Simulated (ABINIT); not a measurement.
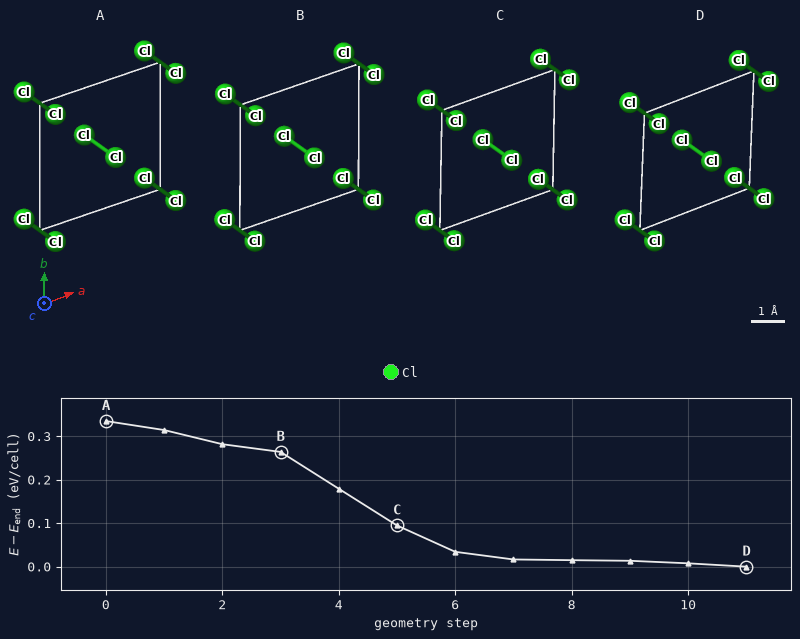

Frames of a relaxation of a crystal of Cl (set up in Cmce), marked on the history of the run. Style: ball-and-stick. Shown: the cell of the calculation, along the c axis.

The run lets cell and atoms move.

Level of theory: Kohn-Sham DFT of a periodic cell, LDA, HGH LDA (ABINIT 10.8.3).

The input:
```
# Pseudopotentials
pp_dirpath "./"
pseudos "Cl.hgh"

# Structure
acell 3*1.0
rprim
     5.9431886619    -4.2518837804     0.0000000000
     5.9431886619     4.2518837804     0.0000000000
     0.0000000000     0.0000000000    15.5146514832
ntypat 1
znucl 17
natom 4
typat 1 1 1 1
chkprim 0
chksymtnons 0
tolsym 1.0e-6
xred
   0.3700000000   0.6300000000   0.4000000000
   0.1300000000   0.8700000000   0.9000000000
   0.6300000000   0.3700000000   0.6000000000
   0.8700000000   0.1300000000   0.1000000000

# Plane-wave basis
ecut 38.0
ecutsm 0.5

# k points
kptopt 1
ngkpt 5 5 3
nshiftk 1
shiftk 0.0 0.0 0.0

# Exchange and correlation
ixc 7

# Bands and occupations
nband 18
occopt 3
tsmear 0.05 eV

# SCF cycle
nstep 80
tolvrs 1.0e-12

# Output
iomode 3
prteig 0
prtebands 0
prtwf 0
prtden 0

# Relaxation
ionmov 2
optcell 2
ntime 50
tolmxf 2.0e-5
dilatmx 1.08
```

Run as
```bash
abinit run.abi > log 2>&1
```

What happens along the run?

The run was cut off at its time limit before the relaxation converged, so the last structure is only a point on the way. After 11 geometry steps the energy has fallen by 0.335 eV per cell of the calculation. Largest force component: 0.27 eV/Å at the start, 0.18 eV/Å at the end. The pressure goes from −2.74 to −0.62 GPa. The largest moves relative to the cell, 0.11 Å, are those of Cl atoms. The volume changes by −23.8 %, with a = b 3.867 → 3.567 Å (−7.7 %), c 8.210 → 7.578 Å (−7.7 %), γ 71.2° → 66.6°. Near-neighbour distances that change, for instance: Cl–Cl 3.336 → 2.849 Å, Cl–Cl 2.016 → 2.044 Å. The space group stays Cmce (No. 64). From step 0 to 3: volume −5.1 %, energy −71.0 meV per cell of the calculation. From step 3 to 5: Cl atoms move most (0.06 Å), volume −14.1 %, energy −0.169 eV per cell of the calculation. From step 5 to 11: Cl atoms move most (0.06 Å), volume −6.5 %, energy −94.8 meV per cell of the calculation.

```json
{"step": "0", "E − E(0), meV/atom": "0.00", "largest force component, eV/Å": "0.2710", "pressure, GPa": "-2.74", "volume, Å³/atom": "29.048"}
{"step": "1", "E − E(0), meV/atom": "-5.17", "largest force component, eV/Å": "0.1341", "pressure, GPa": "-2.26", "volume, Å³/atom": "28.805"}
{"step": "2", "E − E(0), meV/atom": "-13.32", "largest force component, eV/Å": "0.4941", "pressure, GPa": "-1.00", "volume, Å³/atom": "28.003"}
{"step": "3", "E − E(0), meV/atom": "-17.76", "largest force component, eV/Å": "0.6071", "pressure, GPa": "-0.70", "volume, Å³/atom": "27.555"}
{"step": "4", "E − E(0), meV/atom": "-38.95", "largest force component, eV/Å": "1.4290", "pressure, GPa": "4.25", "volume, Å³/atom": "22.410"}
{"step": "5", "E − E(0), meV/atom": "-60.08", "largest force component, eV/Å": "0.8169", "pressure, GPa": "1.24", "volume, Å³/atom": "23.664"}
{"step": "6", "E − E(0), meV/atom": "-75.23", "largest force component, eV/Å": "0.3302", "pressure, GPa": "0.47", "volume, Å³/atom": "22.960"}
{"step": "7", "E − E(0), meV/atom": "-79.63", "largest force component, eV/Å": "0.1200", "pressure, GPa": "0.26", "volume, Å³/atom": "22.306"}
{"step": "8", "E − E(0), meV/atom": "-80.03", "largest force component, eV/Å": "0.0638", "pressure, GPa": "-0.06", "volume, Å³/atom": "22.341"}
{"step": "9", "E − E(0), meV/atom": "-80.39", "largest force component, eV/Å": "0.0983", "pressure, GPa": "-0.19", "volume, Å³/atom": "22.334"}
{"step": "10", "E − E(0), meV/atom": "-81.85", "largest force component, eV/Å": "0.1718", "pressure, GPa": "-0.45", "volume, Å³/atom": "22.249"}
{"step": "11", "E − E(0), meV/atom": "-83.77", "largest force component, eV/Å": "0.1847", "pressure, GPa": "-0.62", "volume, Å³/atom": "22.133"}
```

Limits of the set-up: layers or molecules are held without a dispersion correction, so their spacing is unreliable.
